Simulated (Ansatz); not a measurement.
# Geometry relaxation, with input and output: Rh (part 1 of 3)

The run: geometry relaxation of Rh (slab, 16 atoms in the cell). Method and program: DFT PBE+D3(BJ), scalar-relativistic, plane waves, PAW, no spin polarisation (Ansatz 0.2.0).

The structure derives from an entry of the Crystallography Open Database. The input holds or restrains some coordinates. Forces given for the steps count only the free coordinates. It belongs to a series of runs on one base structure; here: clean slab, lower planes held. Figures and captions count atoms from 1; the log counts them from 0 in places.

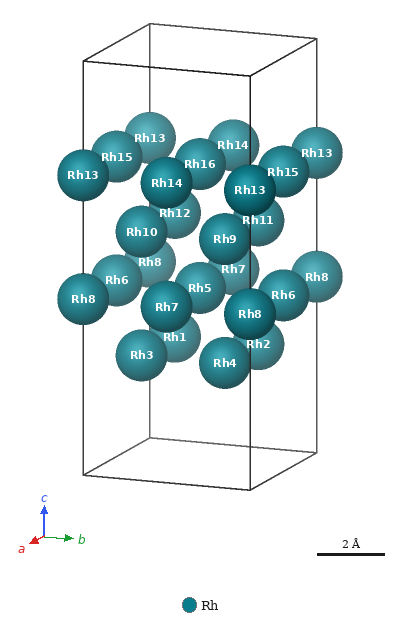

Figure 1. The input geometry (spheres-only view of the cell of the calculation, with the vacuum cut short, seen slightly off an axis; atoms are numbered from 1 in the order of the input). An atom can appear more than once, as a periodic image.

## The input
```yaml
crystal:
  lattice:
    - [5.3647950069, 0.0, 0.0]
    - [0.0, 5.3647950069, 0.0]
    - [0.0, 0.0, 21.6902243936]
  atoms:
    - { symbol: Rh, position: [0.25, 0.25, 0.3688297481] }
    - { symbol: Rh, position: [0.25, 0.75, 0.3688297481] }
    - { symbol: Rh, position: [0.75, 0.25, 0.3688297481] }
    - { symbol: Rh, position: [0.75, 0.75, 0.3688297481] }
    - { symbol: Rh, position: [0.5, 0.5, 0.4562765827] }
    - { symbol: Rh, position: [0.5, 0.0, 0.4562765827] }
    - { symbol: Rh, position: [0.0, 0.5, 0.4562765827] }
    - { symbol: Rh, position: [0.0, 0.0, 0.4562765827] }
    - { symbol: Rh, position: [0.75, 0.75, 0.5437234173] }
    - { symbol: Rh, position: [0.75, 0.25, 0.5437234173] }
    - { symbol: Rh, position: [0.25, 0.75, 0.5437234173] }
    - { symbol: Rh, position: [0.25, 0.25, 0.5437234173] }
    - { symbol: Rh, position: [0.0, 0.0, 0.6311702519] }
    - { symbol: Rh, position: [0.0, 0.5, 0.6311702519] }
    - { symbol: Rh, position: [0.5, 0.0, 0.6311702519] }
    - { symbol: Rh, position: [0.5, 0.5, 0.6311702519] }
basis:
  ecutwfc: 420
kpoints:
  mp_grid: { grid: [4, 4, 1] }
hamiltonian:
  xc: pbe
  dispersion: d3bj
scf:
  occupations: { method: gaussian, width: 0.1 }
output:
  forces: true
  eigenvalues: true
  write_density: true
  write_potential: true
  elf: true
  volumetric_format: npy
relax:
  adjacent_minimum: "off"
  f_tol: 0.03
  max_steps: 70
  constraints: [{ sites: [0, 1, 2, 3, 4, 5, 6, 7] }]
efield:
  axis: 3
  dipole_correction: true
  ramp_width: 0.04
```

Hardware: 4 threads of Intel Xeon (Sapphire Rapids), 16 GiB of memory available, shared host.

Launch command:
```bash
ansatz run input.yaml --threads 4 --pin off --max-ram 12288MiB --backend cpu --events-out ev --progress --plain --runs-dir out
```

## The program's output
```
Engine: ansatz 0.2.0, x86_64-unknown-linux-gnu
Pseudopotentials: kind: paw
Pseudopotential: Rh, paw, valence charge 17, recommended cutoff 420 eV (normal), Rh.paw.azcp
Functional definition: PBE
  parameter kappa = 0.804
  parameter beta = 0.06672455060314922
  exchange = pbe_x(kappa = kappa, mu = beta*pi^2/3)
  correlation = pbe_c(beta = beta)
Crystal: 16 atoms, lattice volume = 624.267 Å³
Basis set: ecut = 420 eV, 12161 PW (Γ), exchange–correlation on 72×72×300 points (8 copies of the dense FFT grid, shifted against one another)
Bands: 164, of which v1, the nominal top of the filled ones, is band 136 counted from 1 (135 counted from 0)
Symmetry: 32 space group operations
k-points: 6 of 16
Non-local potential: Rh, projectors of the file, l = 0: 3, l = 1: 2, l = 2: 2, l = 3: 1
PAW form: soft (Blöchl's): semilocal exchange-correlation on the pseudo side does not see the compensation charge
PAW one-centre angular grid: Rh, 590 points (default); XC on 64 Gauss nodes
Initial density: superposition of atomic densities (neutral atoms: chi_scale 0, normalization atom), corrected by the library's trained network
Initial wavefunctions: pseudopotential atomic-orbital guess
Functional: x = pbe(κ = 0.804, μ = 0.2195149727645171), c = pbe(β = 0.06672455060314922)
SCF iter   1: F=—  HF=-102444.730863 eV  |F-HF|=—  |Δ(HF+E_count)|=         —  Δρ=7.97e-3  dr2=1.23e0  ethr=1.77e-3  p=0.000 e·Å  D=1.27e-13 V/Å  ΔV_dip=-0.00 eV  dr2_dipole=2.29e-7  V_vac-E_F(+/−)=4.76/4.76 eV  ⟨swp⟩=7.5  Hψ=4073  notcnv=0  defer=11
efield: sawtooth ramp at fractional position 0.9800 (placed from the atoms, in the widest stretch of the axis that holds none; the zero of the levels goes with the place), width 0.0400; the density the first Hamiltonian is built on has a dipole p = 0.000 e·Å; the dipole correction subtracts the counter field D = 1.27e-13 V/Å, which shifts the + side's vacuum level by -0.00 eV against the − side's; the planar-averaged density in the ramp window peaks in size at 9.3e-6 e/Å³
preconditioner: auto → LDOS  [metal: Δε(μ)=0.052 eV  Ē_g=5.237 eV  σ=0.100 eV  W_gap=0.28  n_scr=132 (ndim 8)  ℏωp=17.8 eV  f_vac=0.579  D(μ)=27.62/eV (n_scr^D=246)  β→1.0]
SCF iter   2: F=—  HF=-102444.698404 eV  |F-HF|=—  |Δ(HF+E_count)|=   3.25e-2  Δρ=5.96e-3  dr2=2.29e-1  ethr=4.51e-4  p=-0.000 e·Å  D=-1.51e-5 V/Å  ΔV_dip=0.00 eV  dr2_dipole=4.05e-7  V_vac-E_F(+/−)=5.06/5.06 eV  ⟨swp⟩=2.3  Hψ=1451  notcnv=0  defer=70
SCF iter   3: F=—  HF=-102444.686189 eV  |F-HF|=—  |Δ(HF+E_count)|=   1.22e-2  Δρ=2.63e-3  dr2=5.77e-2  ethr=8.42e-5  p=-0.000 e·Å  D=-4.23e-5 V/Å  ΔV_dip=0.00 eV  dr2_dipole=1.50e-9  V_vac-E_F(+/−)=5.02/5.02 eV  ⟨swp⟩=2.0  Hψ=1414  notcnv=0  defer=70
SCF iter   4: F=—  HF=-102444.678455 eV  |F-HF|=—  |Δ(HF+E_count)|=   7.73e-3  Δρ=7.48e-4  dr2=2.76e-3  ethr=2.12e-5  p=-0.000 e·Å  D=-1.46e-5 V/Å  ΔV_dip=0.00 eV  dr2_dipole=5.99e-7  V_vac-E_F(+/−)=5.07/5.07 eV  ⟨swp⟩=2.0  Hψ=1319  notcnv=0  defer=70
SCF iter   5: F=—  HF=-102444.677602 eV  |F-HF|=—  |Δ(HF+E_count)|=   8.54e-4  Δρ=1.54e-4  dr2=7.49e-4  ethr=1.01e-6  p=-0.000 e·Å  D=-3.06e-5 V/Å  ΔV_dip=0.00 eV  dr2_dipole=2.26e-8  V_vac-E_F(+/−)=5.08/5.08 eV  ⟨swp⟩=2.3  Hψ=1558  notcnv=0  defer=63
SCF iter   6: F=—  HF=-102444.677693 eV  |F-HF|=—  |Δ(HF+E_count)|=   9.16e-5  Δρ=4.86e-5  dr2=3.49e-5  ethr=2.76e-7  p=-0.000 e·Å  D=-1.74e-5 V/Å  ΔV_dip=0.00 eV  dr2_dipole=1.09e-7  V_vac-E_F(+/−)=5.10/5.10 eV  ⟨swp⟩=2.3  Hψ=1205  notcnv=0  defer=55
SCF iter   7: F=-102444.677696 eV  HF=-102444.677695 eV  |F-HF|=1.05e-6  |Δ(HF+E_count)|=   1.85e-6  Δρ=2.78e-5  dr2=6.95e-6  ethr=8.27e-9  p=-0.000 e·Å  D=-1.17e-5 V/Å  ΔV_dip=0.00 eV  dr2_dipole=5.38e-9  V_vac-E_F(+/−)=5.10/5.10 eV  ⟨swp⟩=21.8  Hψ=10844  notcnv=0
SCF 1 converged in 7 iterations: F = -102444.677696 eV  dr2 = 6.95e-6
  greatest PAW one-centre occupation: 1.000 electrons in one spin orbital (limit 2), on the Rh atom at site 11 (counted from 0), in its partial waves of l = 0
relax step   1: F+E_penalty+E_count = -102444.67769610 eV  Δ(F+E_penalty+E_count) = +0.000e0 eV  max|allowed force component| = 3.963e-1 eV/Å  Δτ_max = 0.0000 Å  (7 SCF iters, dr2 threshold 2.25e-5 eV, accepted)
Initial density: handed on by an earlier stage of this run
Initial wavefunctions: those handed on with the density
iter 1 solved again at ethr=2.06e-4 eV; its pass at ethr=3.10e-3 eV (dr2=5.59e-1 eV) is discarded
SCF iter   1: F=—  HF=-102444.717340 eV  |F-HF|=—  |Δ(HF+E_count)|=         —  Δρ=4.41e-3  dr2=5.19e-1  ethr=2.06e-4  p=-0.000 e·Å  D=-9.31e-6 V/Å  ΔV_dip=0.00 eV  dr2_dipole=1.67e-1  V_vac-E_F(+/−)=5.09/5.09 eV  ⟨swp⟩=1.2  Hψ=2540  notcnv=0  defer=75
efield: sawtooth ramp at fractional position 0.9800 (handed on by an earlier solve), width 0.0400; the density the first Hamiltonian is built on has a dipole p = -0.000 e·Å; the dipole correction subtracts the counter field D = -9.31e-6 V/Å, which shifts the + side's vacuum level by +0.00 eV against the − side's; the planar-averaged density in the ramp window peaks in size at 5.2e-6 e/Å³
preconditioner: auto → LDOS  [metal: Δε(μ)=0.024 eV  Ē_g=5.324 eV  σ=0.100 eV  W_gap=0.14  n_scr=132 (ndim 8)  ℏωp=17.8 eV  f_vac=0.582  D(μ)=29.57/eV (n_scr^D=288)  β→1.0]
SCF iter   2: F=—  HF=-102444.710179 eV  |F-HF|=—  |Δ(HF+E_count)|=   7.16e-3  Δρ=2.00e-3  dr2=4.60e-2  ethr=1.91e-4  p=-0.002 e·Å  D=-5.38e-4 V/Å  ΔV_dip=0.01 eV  dr2_dipole=1.50e-2  V_vac-E_F(+/−)=5.12/5.11 eV  ⟨swp⟩=1.7  Hψ=949  notcnv=0  defer=75
SCF iter   3: F=—  HF=-102444.707024 eV  |F-HF|=—  |Δ(HF+E_count)|=   3.16e-3  Δρ=1.01e-3  dr2=6.23e-3  ethr=1.69e-5  p=0.001 e·Å  D=2.33e-4 V/Å  ΔV_dip=-0.01 eV  dr2_dipole=9.49e-6  V_vac-E_F(+/−)=5.10/5.11 eV  ⟨swp⟩=2.2  Hψ=1488  notcnv=0  defer=75
SCF iter   4: F=—  HF=-102444.705450 eV  |F-HF|=—  |Δ(HF+E_count)|=   1.57e-3  Δρ=1.56e-4  dr2=1.60e-4  ethr=2.29e-6  p=-0.000 e·Å  D=-1.21e-4 V/Å  ΔV_dip=0.00 eV  dr2_dipole=9.96e-7  V_vac-E_F(+/−)=5.12/5.11 eV  ⟨swp⟩=2.5  Hψ=1530  notcnv=0  defer=75
SCF iter   5: F=—  HF=-102444.705543 eV  |F-HF|=—  |Δ(HF+E_count)|=   9.25e-5  Δρ=6.11e-5  dr2=1.34e-5  ethr=5.89e-8  p=-0.000 e·Å  D=-1.23e-4 V/Å  ΔV_dip=0.00 eV  dr2_dipole=7.51e-7  V_vac-E_F(+/−)=5.12/5.12 eV  ⟨swp⟩=2.8  Hψ=1683  notcnv=0  defer=75
iter 6 did not close the SCF: its close was put off until two iterations running show no level that it waits for move by more than its bar (scf_convergence_deferred on its scf_iter line)
SCF iter   6: F=-102444.705599 eV  HF=-102444.705590 eV  |F-HF|=8.54e-6  |Δ(HF+E_count)|=   4.75e-5  Δρ=2.40e-5  dr2=5.75e-6  ethr=3.61e-9  p=-0.000 e·Å  D=-1.25e-4 V/Å  ΔV_dip=0.00 eV  dr2_dipole=2.86e-7  V_vac-E_F(+/−)=5.12/5.12 eV  ⟨swp⟩=20.8  Hψ=9660  notcnv=0
iter 7 did not close the SCF: its close was put off until two iterations running show no level that it waits for move by more than its bar (scf_convergence_deferred on its scf_iter line)
SCF iter   7: F=-102444.705603 eV  HF=-102444.705603 eV  |F-HF|=2.06e-7  |Δ(HF+E_count)|=   1.27e-5  Δρ=6.16e-6  dr2=5.37e-7  ethr=2.12e-9  p=-0.000 e·Å  D=-1.31e-4 V/Å  ΔV_dip=0.00 eV  dr2_dipole=3.88e-9  V_vac-E_F(+/−)=5.12/5.12 eV  ⟨swp⟩=15.2  Hψ=8583  notcnv=0
SCF iter   8: F=-102444.705604 eV  HF=-102444.705603 eV  |F-HF|=4.44e-7  |Δ(HF+E_count)|=   6.20e-8  Δρ=2.97e-6  dr2=1.03e-7  ethr=1.97e-10  p=-0.000 e·Å  D=-1.32e-4 V/Å  ΔV_dip=0.00 eV  dr2_dipole=1.62e-9  V_vac-E_F(+/−)=5.12/5.12 eV  ⟨swp⟩=12.0  Hψ=7712  notcnv=0
SCF 2 converged in 8 iterations: F = -102444.705604 eV  dr2 = 1.03e-7
relax step   2: F+E_penalty+E_count = -102444.70560354 eV  Δ(F+E_penalty+E_count) = -2.791e-2 eV  max|allowed force component| = 1.356e-1 eV/Å  Δτ_max = 0.0464 Å  (8 SCF iters, dr2 threshold 9.82e-6 eV, accepted)
SCF iter   1: F=—  HF=-102444.712537 eV  |F-HF|=—  |Δ(HF+E_count)|=         —  Δρ=1.77e-3  dr2=8.99e-2  ethr=3.08e-4  p=-0.000 e·Å  D=-1.33e-4 V/Å  ΔV_dip=0.00 eV  dr2_dipole=2.82e-2  V_vac-E_F(+/−)=5.12/5.12 eV  ⟨swp⟩=2.3  Hψ=1440  notcnv=0  defer=76
efield: sawtooth ramp at fractional position 0.9800 (handed on by an earlier solve), width 0.0400; the density the first Hamiltonian is built on has a dipole p = -0.000 e·Å; the dipole correction subtracts the counter field D = -1.33e-4 V/Å, which shifts the + side's vacuum level by +0.00 eV against the − side's; the planar-averaged density in the ramp window peaks in size at 6.1e-6 e/Å³
preconditioner: auto → LDOS  [metal: Δε(μ)=0.036 eV  Ē_g=5.305 eV  σ=0.100 eV  W_gap=0.20  n_scr=132 (ndim 8)  ℏωp=17.8 eV  f_vac=0.581  D(μ)=29.18/eV (n_scr^D=280)  β→1.0]
SCF iter   2: F=—  HF=-102444.711146 eV  |F-HF|=—  |Δ(HF+E_count)|=   1.39e-3  Δρ=7.89e-4  dr2=8.31e-3  ethr=3.30e-5  p=0.001 e·Å  D=1.98e-4 V/Å  ΔV_dip=-0.00 eV  dr2_dipole=2.92e-3  V_vac-E_F(+/−)=5.11/5.12 eV  ⟨swp⟩=1.2  Hψ=1135  notcnv=0  defer=76
SCF iter   3: F=—  HF=-102444.710670 eV  |F-HF|=—  |Δ(HF+E_count)|=   4.76e-4  Δρ=4.14e-4  dr2=1.04e-3  ethr=3.05e-6  p=-0.001 e·Å  D=-2.15e-4 V/Å  ΔV_dip=0.00 eV  dr2_dipole=9.19e-8  V_vac-E_F(+/−)=5.12/5.12 eV  ⟨swp⟩=2.5  Hψ=1491  notcnv=0  defer=76
SCF iter   4: F=—  HF=-102444.709902 eV  |F-HF|=—  |Δ(HF+E_count)|=   7.68e-4  Δρ=6.69e-5  dr2=4.48e-5  ethr=3.81e-7  p=-0.000 e·Å  D=-6.67e-5 V/Å  ΔV_dip=0.00 eV  dr2_dipole=3.91e-6  V_vac-E_F(+/−)=5.12/5.12 eV  ⟨swp⟩=2.2  Hψ=1506  notcnv=0  defer=76
SCF iter   5: F=—  HF=-102444.709924 eV  |F-HF|=—  |Δ(HF+E_count)|=   2.17e-5  Δρ=2.58e-5  dr2=2.38e-6  ethr=1.65e-8  p=-0.000 e·Å  D=-7.03e-5 V/Å  ΔV_dip=0.00 eV  dr2_dipole=1.28e-7  V_vac-E_F(+/−)=5.12/5.12 eV  ⟨swp⟩=3.0  Hψ=1741  notcnv=0  defer=76
SCF iter   6: F=-102444.709940 eV  HF=-102444.709937 eV  |F-HF|=2.50e-6  |Δ(HF+E_count)|=   1.33e-5  Δρ=1.01e-5  dr2=9.74e-7  ethr=4.22e-10  p=-0.000 e·Å  D=-7.17e-5 V/Å  ΔV_dip=0.00 eV  dr2_dipole=6.94e-8  V_vac-E_F(+/−)=5.12/5.12 eV  ⟨swp⟩=20.0  Hψ=8890  notcnv=0
SCF 3 converged in 6 iterations: F = -102444.709940 eV  dr2 = 9.74e-7
relax step   3: F+E_penalty+E_count = -102444.70993960 eV  Δ(F+E_penalty+E_count) = -4.336e-3 eV  max|allowed force component| = 1.076e-2 eV/Å  Δτ_max = 0.0192 Å  (6 SCF iters, dr2 threshold 1.15e-6 eV, accepted)
iter 1 solved again at ethr=3.85e-10 eV; its pass at ethr=3.10e-3 eV (dr2=1.05e-6 eV) is discarded
SCF iter   1: F=—  HF=-102444.710805 eV  |F-HF|=—  |Δ(HF+E_count)|=         —  Δρ=1.01e-5  dr2=1.04e-6  ethr=3.85e-10  p=-0.000 e·Å  D=-7.17e-5 V/Å  ΔV_dip=0.00 eV  dr2_dipole=7.74e-8  V_vac-E_F(+/−)=5.12/5.12 eV  ⟨swp⟩=1.0  Hψ=2316  notcnv=0
efield: sawtooth ramp at fractional position 0.9800 (handed on by an earlier solve), width 0.0400; the density the first Hamiltonian is built on has a dipole p = -0.000 e·Å; the dipole correction subtracts the counter field D = -7.17e-5 V/Å, which shifts the + side's vacuum level by +0.00 eV against the − side's; the planar-averaged density in the ramp window peaks in size at 6.1e-6 e/Å³
preconditioner: auto → LDOS  [metal: Δε(μ)=0.032 eV  Ē_g=5.305 eV  σ=0.100 eV  W_gap=0.18  n_scr=132 (ndim 8)  ℏωp=17.8 eV  f_vac=0.581  D(μ)=29.29/eV (n_scr^D=280)  β→1.0]
SCF iter   2: F=—  HF=-102444.709940 eV  |F-HF|=—  |Δ(HF+E_count)|=   8.65e-4  Δρ=5.75e-6  dr2=2.83e-7  ethr=3.82e-10  p=-0.000 e·Å  D=-6.77e-5 V/Å  ΔV_dip=0.00 eV  dr2_dipole=4.88e-9  V_vac-E_F(+/−)=5.12/5.12 eV  ⟨swp⟩=2.0  Hψ=1329  notcnv=0
SCF iter   3: F=—  HF=-102444.709940 eV  |F-HF|=—  |Δ(HF+E_count)|=   5.36e-8  Δρ=3.04e-6  dr2=1.15e-7  ethr=3.68e-11  p=-0.000 e·Å  D=-6.99e-5 V/Å  ΔV_dip=0.00 eV  dr2_dipole=4.23e-9  V_vac-E_F(+/−)=5.12/5.12 eV  ⟨swp⟩=15.5  Hψ=7796  notcnv=0
SCF iter   4: F=-102444.709940 eV  HF=-102444.709940 eV  |F-HF|=3.84e-8  |Δ(HF+E_count)|=   9.36e-8  Δρ=1.48e-6  dr2=1.66e-8  ethr=3.68e-11  p=-0.000 e·Å  D=-6.98e-5 V/Å  ΔV_dip=0.00 eV  dr2_dipole=6.53e-11  V_vac-E_F(+/−)=5.12/5.12 eV  ⟨swp⟩=12.0  Hψ=6797  notcnv=0
SCF 4 converged in 4 iterations: F = -102444.709940 eV  dr2 = 1.66e-8
relax step   4: F+E_penalty+E_count = -102444.70994047 eV  Δ(F+E_penalty+E_count) = -8.701e-7 eV  max|allowed force component| = 1.077e-2 eV/Å  Δτ_max = 0.0000 Å  (4 SCF iters, accepted)
```
